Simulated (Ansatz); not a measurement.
## Electronic structure of C in real space

Input file:

```
crystal:
  lattice:
    - [-2.4831064207, 0.0, 0.0]
    - [0.0, 0.0, -4.1359115893]
    - [0.0, -4.3008664813, 0.0]
  atoms:
    - { symbol: C, position: [0.5096653127, 0.9371743693, 0.1666666667] }
    - { symbol: C, position: [-0.0096653127, 0.9371743693, 0.6666666667] }
    - { symbol: C, position: [0.9903346873, 0.4371743693, 0.3333333333] }
    - { symbol: C, position: [0.5096653127, 0.4371743693, 0.8333333333] }
    - { symbol: C, position: [0.4903346873, 0.5628256307, 0.1666666667] }
    - { symbol: C, position: [0.0096653127, 0.5628256307, 0.6666666667] }
    - { symbol: C, position: [1.0096653127, 0.0628256307, 0.3333333333] }
    - { symbol: C, position: [0.4903346873, 0.0628256307, 0.8333333333] }
basis:
  ecutwfc: 520.0
kpoints:
  mp_grid: { grid: [10, 6, 6] }
hamiltonian:
  xc: lda
  pseudopotentials: { kind: paw, azcp: { folder: soft_1 } }
scf:
  occupations: { method: gaussian, width: 0.05 }
output:
  forces: true
  stress: true
  eigenvalues: true
  write_density: true
  write_potential: true
  elf: true
  volumetric_format: npy
```

Run with:

```sh
ansatz run input.yaml --threads 2 --pin off --max-ram 4096MiB --backend cpu --events-out ev --progress --plain --runs-dir out
```

Below, planes, directions and counts refer to the conventional cell (a = 2.48 Å, b = 4.30 Å, c = 4.14 Å, α = 90.00°, β = 90.00°, γ = 90.00°).

Space group Pbcn; a point of a scan over the structure, not its minimum; not relaxed (largest force 0.6 eV/Å); PAW files of the earlier set (soft_1).

Theory: Ansatz 0.2.0, DFT LDA, scalar-relativistic, plane waves, PAW.

The density is the valence pseudo-density of a PAW calculation; it isn't the true density close to the nuclei.

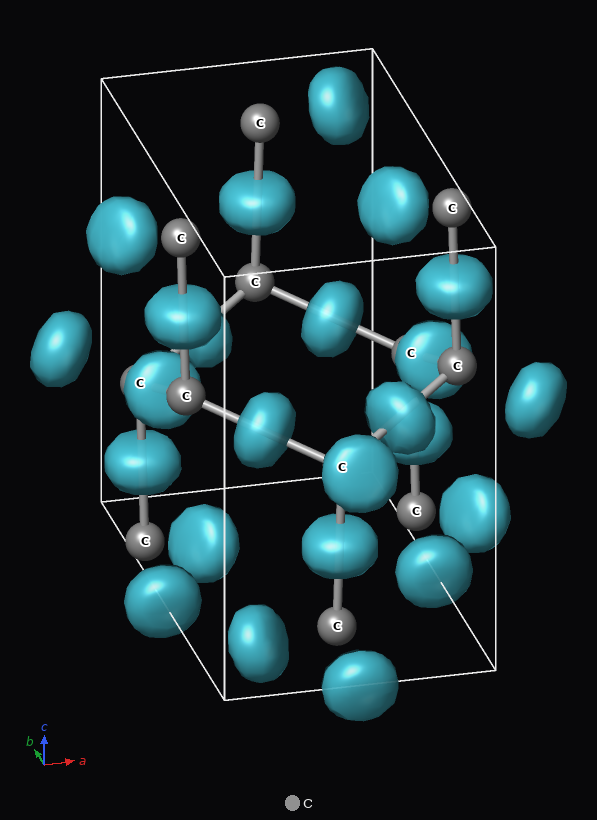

Figure 1. Isosurface of the electron localisation function at 0.85 (cyan), seen at an oblique angle. Core shells and regions of very low density are left out. Sticks mark near contacts.

### What do the ELF domains correspond to?

At this value the surface marks out 16 regions between bonded C–C atoms (shared pairs), counted in one cell of 8 atoms. Regions shared between cells count once. Profiles from the grid: C–C (1.52 Å): the ELF peaks at about 0.95 between the atoms: a shared electron pair.

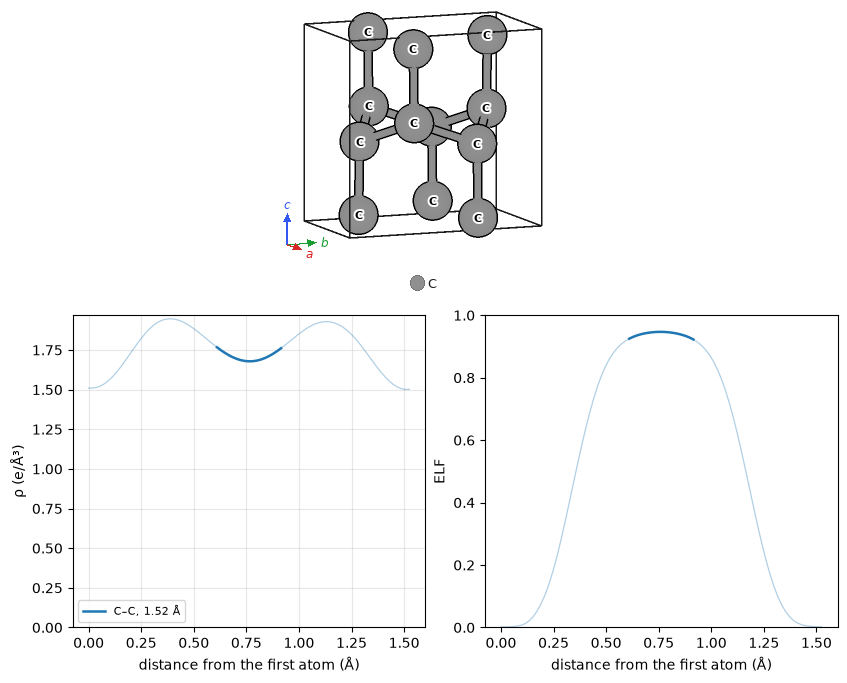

Figure 2. Valence electron density and ELF along straight lines between neighbouring atoms. Thin, pale parts lie inside the atomic spheres. The structure is drawn too.

### What can be read from the curves?

C–C (1.52 Å): the density is about 1.7 e/Å³ at the midpoint; the ELF peaks at about 0.95 between the atoms: a covalent bond.

### Does the calculation make it a metal, or give it a gap?

It is gapped, with a Kohn–Sham gap of 3.1 eV on the k-point mesh (the band edges may lie off the mesh, which would make the gap smaller).
